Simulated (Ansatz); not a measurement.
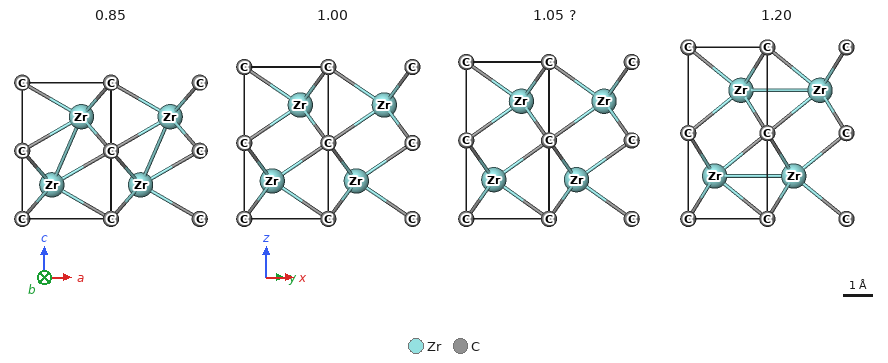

Crystalline ZrC (P6_3/mmc): the ratio of the cell's length along z to its lengths across, counted as 1 for the reference, is changed at fixed volume (a c/a path), with the atoms kept at their fractional coordinates. x, y and z are the Cartesian axes of the input. Style: ball-and-stick. Shown: the cell of the calculation, repeated 2 × 2 × 1 with one cell outlined, along the b axis.

The calculation used Ansatz 0.2.0, DFT PBE, scalar-relativistic, plane waves, PAW. Set-up: plane-wave cutoff 420 eV; k-point mesh 18 × 18 × 10; occupations gaussian; smearing width 0.15 eV; no spin polarisation. Energies (free energies at the smearing named) are counted from the relaxed crystal.

| axial ratio over its reference value | E − E(ref) (meV/atom) |
| --- | --- |
| 0.85 | 133.9 |
| 0.92 | 35.8 |
| 0.96 | 9.7 |
| 1.00 | 0.0 |
| 1.05 | ? |
| 1.10 | 42.0 |
| 1.20 | 179.8 |

Q: Estimate the missing energy from the other rows, and compare with the calculation.

A: A straight line between the two neighbours gives 21.0 meV/atom. A cubic through the four nearest rows (0.96, 1.00, 1.10, 1.20) gives, with Lagrange weights, (−0.2790)(9.7) + (0.8437)(0.0) + (0.4821)(42.0) + (−0.0469)(179.8) = 9.1 meV/atom. The calculation gives 9.8 meV/atom, so the cubic is 0.7 meV/atom too low and the straight line 11.2 meV/atom too high, as the curve bends upwards here.

The whole profile:

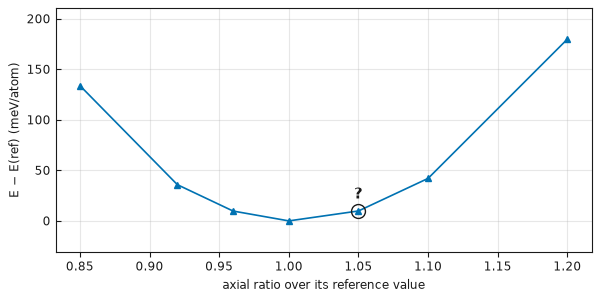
